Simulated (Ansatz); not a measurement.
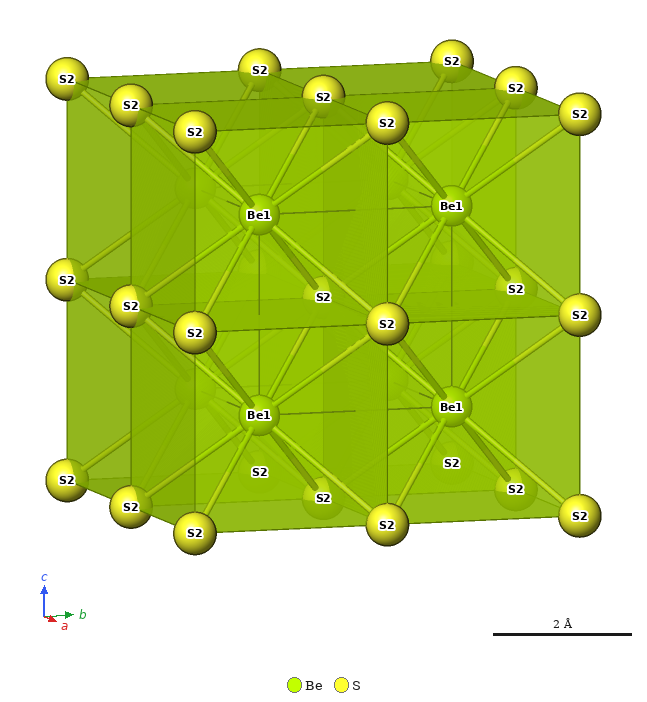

Fig. 1: The input geometry of run A (polyhedral view of the cell of the calculation, seen slightly off an axis; polyhedra are completed across the faces of the cell; atoms are numbered from 1 in the order of the input). An atom can appear more than once, as a periodic image.

**BeS: a failed or faulty run and its cure**

System: BeS (2 atoms in the cell).
Method of run A: DFT, PBEsol, plane waves, PAW, no spin polarisation (Ansatz 0.2.0).

The structure was built on a prototype by a generator. Some settings of this run were made unusual or wrong on purpose. The geometry comes from this level: r2SCAN. Text and figures count atoms from 1; the logs count them from 0 in places.

**The input, run A**
```yaml
crystal:
  lattice:
    - [2.9413850405, 0.0, 0.0]
    - [0.0, 2.9413850405, 0.0]
    - [0.0, 0.0, 2.9413850405]
  atoms:
    - { symbol: Be, position: [0.0, 0.0, 0.0] }
    - { symbol: S, position: [0.5, 0.5, 0.5] }
kpoints:
  mp_grid: { grid: [6, 6, 6] }
hamiltonian:
  xc: pbesol
scf:
  occupations: { method: fermi_dirac, width: 0.02 }
  n_extra_bands: 4
  max_iter: 93
output:
  forces: true
  stress: true
  eigenvalues: true
basis:
  ecutwfc: 40
```

Command:
```bash
ansatz run input.yaml --threads 4 --pin off --max-ram 3686MiB --backend cpu --events-out ev --progress --plain --runs-dir out
```

Hardware: 4 threads of Arm Neoverse V2, 128 GiB of memory available, shared host.

**Output, shortened to warnings, some set-up lines, iterations and results (run A)**
```
Warning: basis.ecutwfc = 40 eV is below the records' recommended 420 eV, and the density's cutoff is lower with it unless basis.ecutrho_ratio is high enough to keep the records' density cutoff: compare with a run at a higher cutoff
Basis set: ecut = 40 eV, 19 PW (Γ), exchange–correlation on 16×16×16 points (8 copies of the dense FFT grid, shifted against one another)
Symmetry: 48 space group operations
k-points: 20 of 216
Initial density: superposition of atomic densities (neutral atoms: chi_scale 0, normalization atom), corrected by the library's trained network
[...]
SCF iter   1: F=—  HF=-958.837557 eV  |F-HF|=—  |Δ(HF+E_count)|=         —  Δρ=1.59e-1  dr2=8.31e0  ethr=1.77e-3  ⟨swp⟩=1.0  Hψ=285  notcnv=0
SCF iter   2: F=—  HF=-955.201214 eV  |F-HF|=—  |Δ(HF+E_count)|=    3.64e0  Δρ=5.87e-2  dr2=7.88e-1  ethr=1.77e-3  ⟨swp⟩=1.1  Hψ=293  notcnv=0
SCF iter   3: F=—  HF=-954.896498 eV  |F-HF|=—  |Δ(HF+E_count)|=   3.05e-1  Δρ=1.64e-2  dr2=8.70e-2  ethr=1.77e-3  ⟨swp⟩=1.7  Hψ=288  notcnv=0
SCF iter   4: F=—  HF=-954.875160 eV  |F-HF|=—  |Δ(HF+E_count)|=   2.13e-2  Δρ=3.55e-3  dr2=4.66e-3  ethr=1.09e-3  ⟨swp⟩=1.9  Hψ=227  notcnv=0
SCF iter   5: F=—  HF=-954.873126 eV  |F-HF|=—  |Δ(HF+E_count)|=   2.03e-3  Δρ=1.46e-3  dr2=8.63e-4  ethr=5.83e-5  ⟨swp⟩=1.3  Hψ=193  notcnv=0
SCF iter   6: F=—  HF=-954.872693 eV  |F-HF|=—  |Δ(HF+E_count)|=   4.33e-4  Δρ=1.65e-4  dr2=1.13e-5  ethr=1.08e-5  ⟨swp⟩=1.7  Hψ=216  notcnv=0
SCF iter   7: F=—  HF=-954.727387 eV  |F-HF|=—  |Δ(HF+E_count)|=   1.45e-1  Δρ=1.01e-4  dr2=2.58e-6  ethr=1.41e-7  ⟨swp⟩=1.9  Hψ=263  notcnv=0  defer=1
SCF iter   8: F=—  HF=-954.727387 eV  |F-HF|=—  |Δ(HF+E_count)|=   2.77e-8  Δρ=1.02e-4  dr2=2.59e-6  ethr=3.23e-8  ⟨swp⟩=1.0  Hψ=159  notcnv=0  defer=1
SCF iter   9: F=—  HF=-954.727387 eV  |F-HF|=—  |Δ(HF+E_count)|=   2.76e-7  Δρ=8.38e-5  dr2=1.74e-6  ethr=3.23e-8  ⟨swp⟩=1.0  Hψ=159  notcnv=0  defer=1
SCF iter  10: F=—  HF=-954.727386 eV  |F-HF|=—  |Δ(HF+E_count)|=   4.51e-7  Δρ=3.79e-5  dr2=3.55e-7  ethr=2.17e-8  ⟨swp⟩=1.0  Hψ=159  notcnv=0  defer=1
SCF iter  11: F=-954.727386 eV  HF=-954.727386 eV  |F-HF|=1.68e-9  |Δ(HF+E_count)|=   1.13e-7  Δρ=4.82e-6  dr2=4.83e-9  ethr=1.25e-9  ⟨swp⟩=2.5  Hψ=365  notcnv=0
SCF 1 converged in 11 iterations: F = -954.727386 eV  dr2 = 4.83e-9
SCF converged after 11 iterations
Free energy (F): -954.727386 eV
Harris-Foulkes:  -954.727386 eV  (|F-HF|=1.68e-9)
Internal energy: -954.724532 eV  (E = F + TS)
E sigma→0 (E₀):  -954.725959 eV
Entropy (-TS):   -0.002854 eV (-1.427 meV/atom)
Fermi energy:    10.870426 eV
--- Per-component energies (eV) ---
  E_band       = 25.127899
  E_kinetic    = 100.329166
  E_local      = -26.193878  (includes V_loc(G=0)·N_el)
  E_nonlocal   = 31.639012
  E_hartree    = 11.694146
  E_xc         = -108.342703
  E_vxc        = -99.113718  (∫ρ·V_xc dr)
  E_paw        = -638.869958  (= ΣΔE_a)
  E_vpaw       = -4.782002  (= ΣTr[D̂ρ^β])
  E_aug_tail   = -0.139327  (compensation charges beyond the density's cutoff)
  E_ewald      = -324.912471
  E_core_change = 0.071481  (= ΣΔE_core)
  E_smearing   = -0.002854  (= −TS)
  E_closure    = 0.000000  (closes the sum)
  Σ components = -954.727386   (vs F -954.727386, Δ=0.00e0)
--- Forces (eV/Å), atoms counted from 1 ---
  atom   1  Be    -0.00000000     0.00000000     0.00000000
  atom   2  S      0.00000000    -0.00000000     0.00000000
  max |Σ_I F_I| component: 1.40e-31 eV/Å
--- Stress (GPa, compression-positive) ---
      -26.715569       0.000000      -0.000000
        0.000000     -26.715569       0.000000
        0.000000       0.000000     -26.715569
  P = ⅓ Tr σ = -26.7156 GPa (-267.156 kbar)
```

Question: Diagnose this run and give a change of the input that cures it.

Answer: Some settings of this run were drawn to be unusual or wrong. It converged; results that depend on the unusual settings are not reference values. Warnings of the run: the cutoff is below the recommended one.

A run of the same system that converges differs from this input as follows (lines with − go, lines with + come):
```diff
-  max_iter: 93
-basis:
-  ecutwfc: 40
```

**Output, shortened to warnings, some set-up lines, iterations and results (run B)**
```
Basis set: ecut = 420 eV, 485 PW (Γ), exchange–correlation on 40×40×40 points (8 copies of the dense FFT grid, shifted against one another)
Symmetry: 48 space group operations
k-points: 20 of 216
Initial density: superposition of atomic densities (neutral atoms: chi_scale 0, normalization atom), corrected by the library's trained network
[...]
SCF iter   1: F=—  HF=-974.610371 eV  |F-HF|=—  |Δ(HF+E_count)|=         —  Δρ=6.01e-3  dr2=1.63e-2  ethr=1.77e-3  ⟨swp⟩=7.0  Hψ=1261  notcnv=0
SCF iter   2: F=—  HF=-974.604779 eV  |F-HF|=—  |Δ(HF+E_count)|=   5.59e-3  Δρ=1.23e-3  dr2=2.55e-4  ethr=2.04e-4  ⟨swp⟩=2.1  Hψ=400  notcnv=0
SCF iter   3: F=—  HF=-974.604691 eV  |F-HF|=—  |Δ(HF+E_count)|=   8.79e-5  Δρ=5.05e-4  dr2=3.03e-5  ethr=3.18e-6  ⟨swp⟩=2.6  Hψ=239  notcnv=0
SCF iter   4: F=—  HF=-974.604794 eV  |F-HF|=—  |Δ(HF+E_count)|=   1.02e-4  Δρ=6.39e-5  dr2=4.48e-7  ethr=3.79e-7  ⟨swp⟩=1.1  Hψ=168  notcnv=0
SCF iter   5: F=-974.604794 eV  HF=-974.604794 eV  |F-HF|=1.52e-9  |Δ(HF+E_count)|=   6.06e-8  Δρ=3.37e-6  dr2=2.75e-9  ethr=5.60e-9  ⟨swp⟩=2.5  Hψ=235  notcnv=0
SCF iter   6: F=-974.604794 eV  HF=-974.604794 eV  |F-HF|=1.39e-11  |Δ(HF+E_count)|=  3.87e-10  Δρ=2.08e-7  dr2=1.85e-11  ethr=3.44e-11  ⟨swp⟩=1.1  Hψ=486  notcnv=0
SCF 1 converged in 6 iterations: F = -974.604794 eV  dr2 = 1.85e-11
SCF converged after 6 iterations
Free energy (F): -974.604794 eV
Harris-Foulkes:  -974.604794 eV  (|F-HF|=1.39e-11)
Internal energy: -974.601798 eV  (E = F + TS)
E sigma→0 (E₀):  -974.603296 eV
Entropy (-TS):   -0.002996 eV (-1.498 meV/atom)
Fermi energy:    8.638560 eV
--- Per-component energies (eV) ---
  E_band       = 18.568858
  E_kinetic    = 123.917392
  E_local      = -76.507496  (includes V_loc(G=0)·N_el)
  E_nonlocal   = 33.020467
  E_hartree    = 25.647412
  E_xc         = -114.831623
  E_vxc        = -107.119999  (∫ρ·V_xc dr)
  E_paw        = -641.006961  (= ΣΔE_a)
  E_vpaw       = -6.036370  (= ΣTr[D̂ρ^β])
  E_aug_tail   = 0.000001  (compensation charges beyond the density's cutoff)
  E_ewald      = -324.912471
  E_core_change = 0.071481  (= ΣΔE_core)
  E_smearing   = -0.002996  (= −TS)
  E_closure    = 0.000000  (closes the sum)
  Σ components = -974.604794   (vs F -974.604794, Δ=0.00e0)
--- Forces (eV/Å), atoms counted from 1 ---
  atom   1  Be     0.00000000    -0.00000000    -0.00000000
  atom   2  S      0.00000000    -0.00000000     0.00000000
  max |Σ_I F_I| component: 1.89e-30 eV/Å
--- Stress (GPa, compression-positive) ---
       -5.003685       0.000000       0.000000
        0.000000      -5.003685       0.000000
        0.000000       0.000000      -5.003685
  P = ⅓ Tr σ = -5.0037 GPa (-50.037 kbar)
```

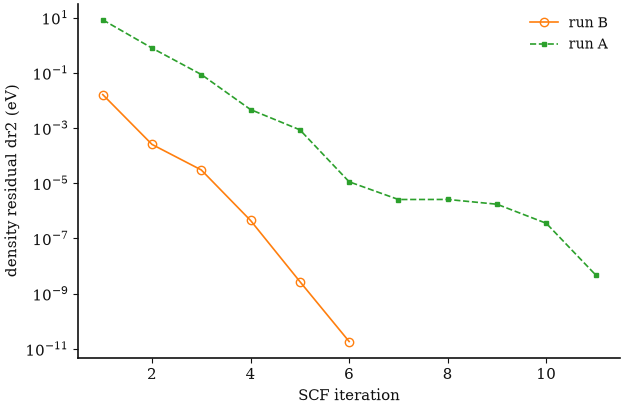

Fig. 2: Convergence of the two runs: density residual dr2 against the SCF iteration. Run B takes 6 iterations in all, and run A takes 11.

**The two runs side by side**

```tsv
quantity	run A	run B
outcome	converged	converged
free energy per atom (eV)	−477.3637	−487.3024
energy per atom, smearing taken to zero (eV)	−477.3630	−487.3016
gap on the mesh (eV)	0.00	0.00
pressure (GPa)	−26.72	−5.00
largest force (eV/Å)	0.000	0.000
SCF iterations	11	6
irreducible k-points	20	20
plane waves at Γ	19	485
```

The free energy of run B is 9938.7 meV per atom lower, which comes mainly from the change of cutoff or grids; a solver setting shouldn't move a converged energy. The pressure goes from −26.72 to −5.00 GPa. More plane waves can only lower the energy of a fixed Hamiltonian, so the higher cutoff gives the lower value. The lower cutoff gives the lower pressure, as an incomplete plane-wave basis does (Pulay stress). The SCF takes 6 iterations against 11. The plane waves at Γ go from 19 to 485.

Notes on run B: The cell is under a tension of 5.0 GPa at this level, so it is not at its equilibrium volume.
